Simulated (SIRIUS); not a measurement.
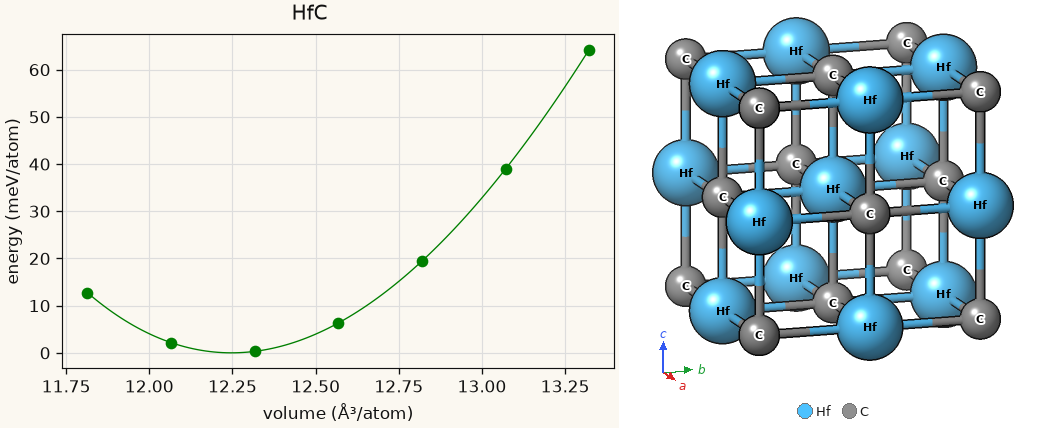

The picture above shows the energy against volume for HfC, space group Fm-3m (No. 225). The conventional cell is drawn beside the plot.

The given structure:
```yaml
crystal:
  lattice:
    - [0.00000, 2.32500, 2.32500]
    - [2.32500, 0.00000, 2.32500]
    - [2.32500, 2.32500, 0.00000]
  atoms:
    - { symbol: Hf, position: [0.50000, 0.50000, 0.50000] }
    - { symbol: C, position: [0.00000, 0.00000, 0.00000] }
```

Computed with SIRIUS 7.10.0: plane-wave DFT, no spin polarisation; energies at scaled volumes of the given cell, shape and fractions fixed, counted from the fit's minimum, third-order Birch-Murnaghan fit. Level: PBEsol.

k mesh 10×10×10; occupations Fermi–Dirac; smearing width 0.05 eV; potentials dojo sr pbesol 0.4.1 standard; wave cutoff 1127 eV; density cutoff 4507 eV.

This calculation gives: equilibrium volume 12.25 Å³/atom and bulk modulus 251 GPa.

Now Hf is replaced by Zr on all its sites, which gives ZrC in the same structure. How do these quantities change?

The equilibrium volume rises from 12.25 to 12.74 Å³/atom (+4.0 %) and the bulk modulus falls from 251 to 236 GPa (−6.0 %).

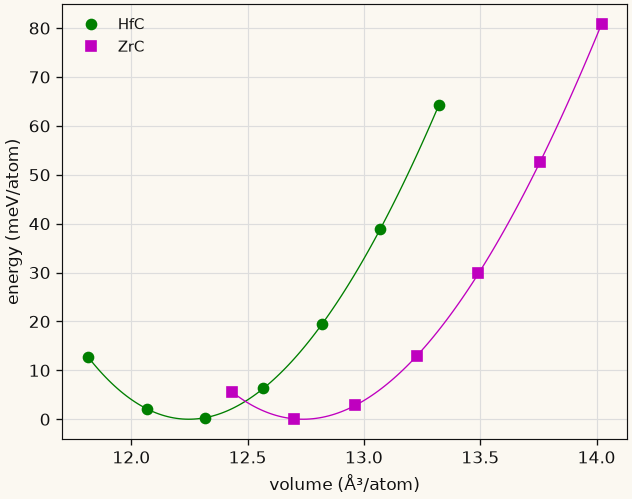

The two results together.

V0 and the bulk modulus come from third-order Birch–Murnaghan fits.
